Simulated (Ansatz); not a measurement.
Single-point calculation, with input and output: InSb

InSb (F-43m, 2 atoms in the cell), computed with DFT, PBE, plane waves, PAW, no spin polarisation (Ansatz 0.2.0).

The structure derives from an entry of the Crystallography Open Database. Some settings of this run were made unusual or wrong on purpose.

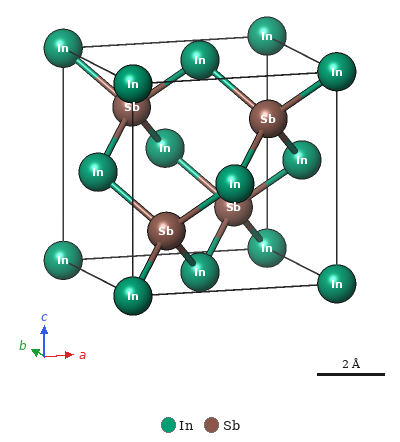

Figure 1. The input geometry (ball-and-stick view of the cell 4 times as large as that of the calculation, set on its symmetry axes, seen slightly off an axis). An atom can appear more than once, as a periodic image. Near neighbours in the periodic cell (some may lie outside the picture): In has 4 Sb at 2.81 Å; Sb has 4 In at 2.81 Å.

**Input**
```yaml
crystal:
  lattice:
    - [0.0, 3.2391003701, 3.2391003701]
    - [3.2391003701, 0.0, 3.2391003701]
    - [3.2391003701, 3.2391003701, 0.0]
  atoms:
    - { symbol: In, position: [0.0, 0.0, 0.0] }
    - { symbol: Sb, position: [0.75, 0.75, 0.75] }
basis:
  ecutwfc: 30
  ecutrho_ratio: 4
kpoints:
  mp_grid: { grid: [6, 6, 6] }
hamiltonian:
  xc: pbe
scf:
  occupations: { method: gaussian, width: 0.05 }
  max_iter: 80
output:
  forces: true
  stress: true
```

Hardware: 4 threads of Arm Neoverse V1, 24 GiB of memory available, shared host.

Launched with:
```bash
ansatz run input.yaml --threads 4 --pin off --max-ram 8192MiB --backend cpu --events-out ev --progress --plain --runs-dir out
```

**Log**
```
Warning: basis.ecutwfc = 30 eV is below the records' recommended 420 eV, and the density's cutoff is lower with it unless basis.ecutrho_ratio is high enough to keep the records' density cutoff: compare with a run at a higher cutoff
Warning: basis.ecutrho_ratio = 4 (ecutrho = 120 eV) is below the records' recommended 1680 eV
Engine: ansatz 0.2.0, aarch64-unknown-linux-gnu
Pseudopotentials: kind: paw
Pseudopotential: In, paw, valence charge 13, recommended cutoff 420 eV (normal), In.paw.azcp
Pseudopotential: Sb, paw, valence charge 15, recommended cutoff 420 eV (normal), Sb.paw.azcp
Functional definition: PBE
  parameter kappa = 0.804
  parameter beta = 0.06672455060314922
  exchange = pbe_x(kappa = kappa, mu = beta*pi^2/3)
  correlation = pbe_c(beta = beta)
Crystal: 2 atoms, lattice volume = 67.968 Å³
Basis set: ecut = 30 eV, 27 PW (Γ), exchange–correlation on 18×18×18 points (8 copies of the dense FFT grid, shifted against one another)
Bands: 18, of which v1, the nominal top of the filled ones, is band 14 counted from 1 (13 counted from 0)
Symmetry: 24 space group operations
Space group: F-43m (ITA 216), of the structure as read, at distance tolerance 4.1e-5 Å
k-points: 16 of 216 (time reversal used)
Non-local potential: In, projectors of the file, l = 0: 2, l = 1: 2, l = 2: 2, l = 3: 2
Non-local potential: Sb, projectors of the file, l = 0: 2, l = 1: 2, l = 2: 2, l = 3: 2
PAW form: soft (Blöchl's): semilocal exchange-correlation on the pseudo side does not see the compensation charge
PAW one-centre angular grid: In, 590 points (default); XC on 64 Gauss nodes
PAW one-centre angular grid: Sb, 590 points (default); XC on 64 Gauss nodes
Initial density: superposition of atomic densities (neutral atoms: chi_scale 0, normalization atom), corrected by the library's trained network
Initial wavefunctions: pseudopotential atomic-orbital guess
Functional: x = pbe(κ = 0.804, μ = 0.2195149727645171), c = pbe(β = 0.06672455060314922)
SCF iter   1: F=—  HF=-11437.627571 eV  |F-HF|=—  |Δ(HF+E_count)|=         —  Δρ=1.21e0  dr2=1.27e3  ethr=1.77e-3  ⟨swp⟩=1.0  Hψ=403  notcnv=0
preconditioner: auto → LDOS  [insulator: Δε(μ)=0.079 eV  Ē_g=10.881 eV  σ=0.050 eV  W_gap=0.66  n_scr=14 (ndim 8)  ℏωp=23.8 eV  f_vac=0.392  D(μ)=2.76/eV (n_scr^D=14)  ε∞_Penn≈5.8  β→1.0]
SCF iter   2: F=—  HF=-10723.984486 eV  |F-HF|=—  |Δ(HF+E_count)|=    7.14e2  Δρ=1.27e-1  dr2=2.18e1  ethr=1.77e-3  ⟨swp⟩=1.9  Hψ=793  notcnv=0
SCF iter   3: F=—  HF=-10709.996424 eV  |F-HF|=—  |Δ(HF+E_count)|=    1.40e1  Δρ=2.18e-2  dr2=9.00e-1  ethr=1.77e-3  ⟨swp⟩=1.5  Hψ=452  notcnv=0
SCF iter   4: F=—  HF=-10709.408941 eV  |F-HF|=—  |Δ(HF+E_count)|=   5.87e-1  Δρ=6.18e-3  dr2=7.71e-2  ethr=1.77e-3  ⟨swp⟩=1.1  Hψ=397  notcnv=0
SCF iter   5: F=—  HF=-10709.373390 eV  |F-HF|=—  |Δ(HF+E_count)|=   3.56e-2  Δρ=1.29e-3  dr2=2.58e-3  ethr=2.75e-4  ⟨swp⟩=1.3  Hψ=399  notcnv=0
SCF iter   6: F=—  HF=-10709.373582 eV  |F-HF|=—  |Δ(HF+E_count)|=   1.93e-4  Δρ=2.08e-4  dr2=8.50e-5  ethr=9.20e-6  ⟨swp⟩=2.1  Hψ=348  notcnv=0
SCF iter   7: F=—  HF=-10709.309456 eV  |F-HF|=—  |Δ(HF+E_count)|=   6.41e-2  Δρ=5.46e-5  dr2=5.17e-6  ethr=3.04e-7  ⟨swp⟩=2.0  Hψ=477  notcnv=0
SCF iter   8: F=—  HF=-10709.309454 eV  |F-HF|=—  |Δ(HF+E_count)|=   2.83e-6  Δρ=1.24e-5  dr2=1.77e-7  ethr=1.85e-8  ⟨swp⟩=2.1  Hψ=364  notcnv=0
SCF iter   9: F=-10709.309454 eV  HF=-10709.309454 eV  |F-HF|=8.82e-10  |Δ(HF+E_count)|=   6.89e-8  Δρ=1.14e-6  dr2=1.90e-9  ethr=3.57e-10  ⟨swp⟩=3.1  Hψ=688  notcnv=0
SCF 1 converged in 9 iterations: F = -10709.309454 eV  dr2 = 1.90e-9
  greatest PAW one-centre occupation: 1.690 electrons in one spin orbital (limit 2), on the In atom at site 0 (counted from 0), in its partial waves of l = 0
```

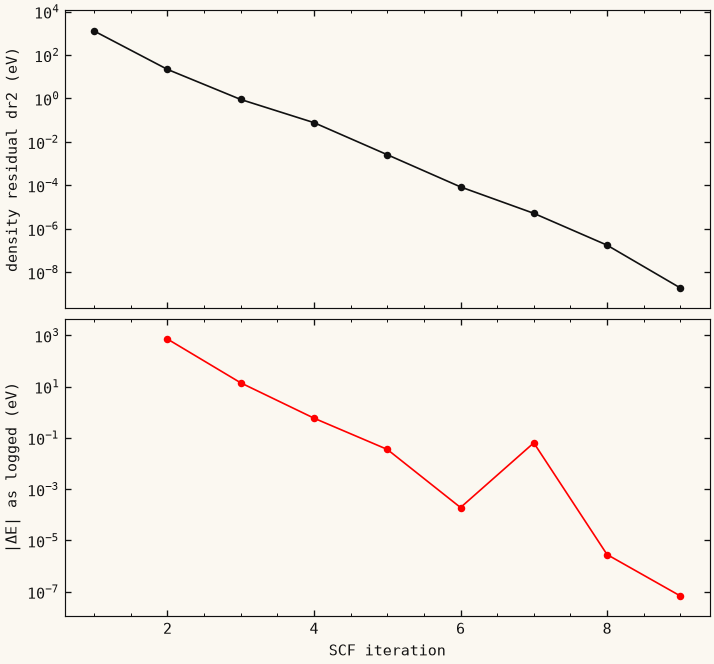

Figure 2. Convergence of the self-consistent field: density residual dr2 and size of the energy change against the SCF iteration. The residual falls at every step.

```
SCF converged after 9 iterations
Free energy (F): -10709.309454 eV
Harris-Foulkes:  -10709.309454 eV  (|F-HF|=8.82e-10)
Internal energy: -10709.306877 eV  (E = F + TS)
E sigma→0 (E₀):  -10709.308165 eV
Entropy (-TS):   -0.002577 eV (-1.288 meV/atom)
Fermi energy:    22.075573 eV
--- Per-component energies (eV) ---
  E_band       = -32.374166
  E_kinetic    = 445.161426
  E_local      = -624.097445  (includes V_loc(G=0)·N_el)
  E_nonlocal   = 328.334380
  E_hartree    = 125.426850
  E_xc         = -487.364359
  E_vxc        = -372.409601  (∫ρ·V_xc dr)
  E_paw        = -8141.427682  (= ΣΔE_a)
  E_vpaw       = -60.128355  (= ΣTr[D̂ρ^β])
  E_aug_tail   = -0.087732  (compensation charges beyond the density's cutoff)
  E_ewald      = -2355.252314
  E_smearing   = -0.002577  (= −TS)
  E_closure    = 0.000000  (closes the sum)
  Σ components = -10709.309454   (vs F -10709.309454, Δ=0.00e0)
--- Forces (eV/Å), atoms counted from 1 ---
  atom   1  In     0.00000000    -0.00000000    -0.00000000
  atom   2  Sb     0.00000000     0.00000000     0.00000000
  max |Σ_I F_I| component: 5.65e-17 eV/Å
--- Stress (GPa, compression-positive) ---
     -924.498330       0.000000      -0.000000
       -0.000000    -924.498330      -0.000000
        0.000000      -0.000000    -924.498330
  P = ⅓ Tr σ = -924.4983 GPa (-9244.983 kbar)
```

**Outcome**

- outcome: converged
- space group (tolerance 0.01 Å): F-43m (216)
- electrons treated: 28
- free energy: −10709.3095 eV
- Fermi energy: 22.076 eV
- pressure: −924.50 GPa
- largest force (length of the vector): under 0.001 eV/Å
- peak memory: 0.22 GiB

A setting was made wrong on purpose: a cutoff far too low (`basis.ecutwfc`). The plane-wave basis is far from complete, so energies, forces and above all the stress are wrong. The program still converged, but the numbers can't be taken as results for the intended system. Warnings of the run: the cutoff is below the recommended one.
